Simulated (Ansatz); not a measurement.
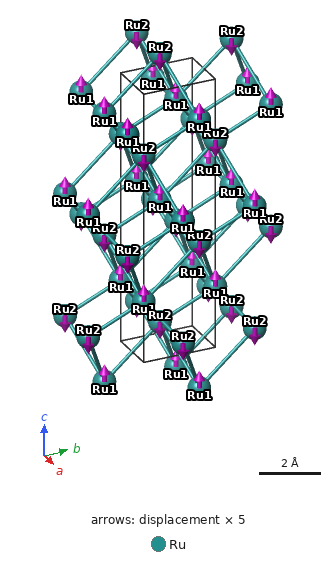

This is a relaxation of solid Ru (built on the grey arsenic (A7)_166 type) (coarse preliminary run). The starting structure is drawn; purple arrows show the displacements (the part carried along by the change of the cell is left out), magnified 5 times.

A ball-and-stick model of the conventional cell (3 times the calculation's cell), seen slightly off an axis. Lengths and directions refer to the drawn axes.

Case: grey arsenic (A7) type (R-3m, No. 166).

The calculation used DFT PBE, scalar-relativistic, plane waves, PAW in Ansatz 0.2.0. (plane-wave cutoff 420 eV; k-point mesh 6 × 6 × 6; occupations gaussian; smearing width 0.1 eV; no spin polarisation; cell and atoms relaxed; force threshold 0.04 eV/Å; at most 70 steps)

> What happened in the run?

The largest moves relative to the cell, 0.12 Å, are those of Ru1 and Ru2. Ru2 goes along −c. The volume changes by +0.3 %, with a = b 3.280 → 4.315 Å (+31.6 %), c 9.123 → 5.286 Å (−42.1 %). Near-neighbour distances that change, for instance: Ru1–Ru2 4.971 → 2.644 Å, Ru1–Ru2 (another image) 4.152 → 2.642 Å, Ru1–Ru2 (another image) 2.195 → 2.642 Å, Ru1–Ru2 (another image) 2.704 → 2.643 Å. New bonds form: Ru1–Ru2 (4.15 → 2.64 Å), Ru1–Ru2 (4.97 → 2.64 Å). Bond angles that change, for instance: Ru2–Ru1–Ru2 74.7° → 109.4°, Ru2–Ru1–Ru2 93.4° → 70.5°, Ru2–Ru1–Ru2 164.8° → 179.9°. The space group (tolerance 0.01 Å) goes from R-3m (No. 166) to Im-3m (No. 229). The energy falls by 2.146 eV per cell of the calculation in 20 accepted moves (24 points after the start). Largest force component: 3.8 eV/Å at the start, 0.0063 eV/Å at the end. Pressure: 58.42 GPa at the start and 0.11 GPa at the end. The line search rejected the trial steps at points 10, 19 of the run. The SCF was repeated twice at an unchanged geometry on a basis and grid sized afresh for the cell, which shifted the energy by 0.268 eV per cell of the calculation at most.
